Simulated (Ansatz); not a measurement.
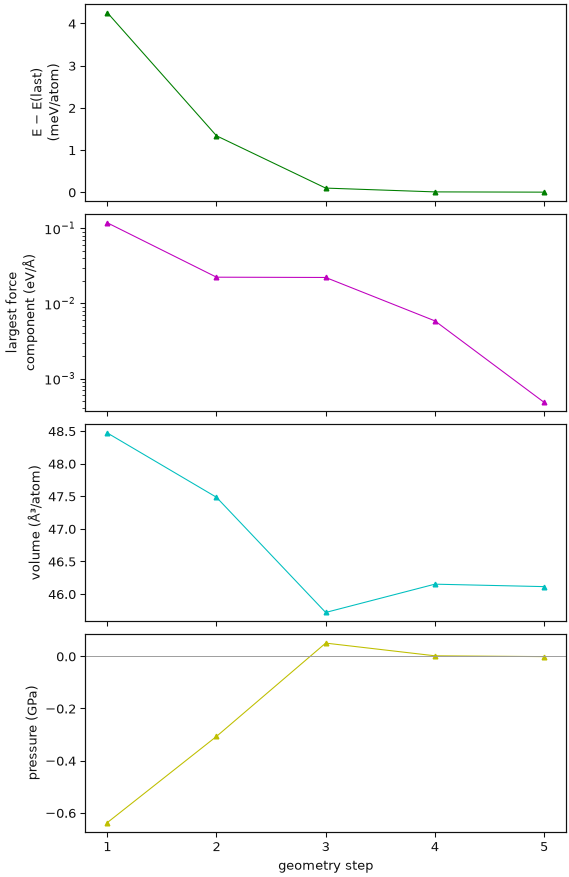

History of a geometry optimisation. Atoms and cell relax. A closing SCF on a freshly chosen basis isn't drawn.

Cs$_{2}$SnI$_{6}$ (Fm-3m, 9 atoms in the cell); DFT, r2SCAN, plane waves, PAW in Ansatz; cutoff 500 eV, 4×4×4 k-mesh, Fermi–Dirac smearing of 0.02 eV.

**How did it end, and what did it gain?**

The optimisation met its thresholds at geometry 5, counting the start as the first. The energy fell by about 4.3 meV/atom from the first step to the last. The largest force component goes from about 0.12 eV/Å at the start to 5 × 10⁻⁴ eV/Å at the end.

**What happens to the cell?**

The volume shrinks from 48.5 to 46.1 Å³ per atom (−5 %), overshooting to 45.7 at step 3, as the pressure goes from −0.64 GPa to about 0 GPa. The start was expanded.
